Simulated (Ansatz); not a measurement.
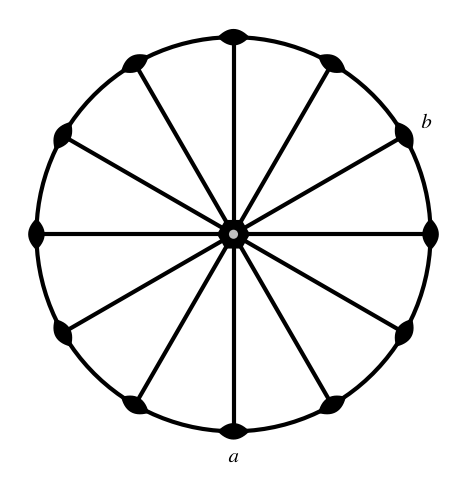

Stereographic projection: heavy lines are mirror planes (a heavy rim: a mirror in the plane of the page); lens, triangle, square and hexagon are 2-, 3-, 4- and 6-fold axes, a lens in an open square is −4, a triangle in an open hexagon −6; thin dashed diameters join the ends of axes that lie in the page; a small open circle marks inversion. The c axis points at the viewer. Computed from the symmetry operations of a computed or model structure of composition WS2.

> Identify the point group and its elements.

6/mmm (D6h), order 24, hexagonal system: one sixfold axis, six twofold axes, seven mirror planes, an inversion centre.

> Which physical properties does it allow?

It is centrosymmetric, so neither piezoelectric nor pyroelectric; it is not chiral.
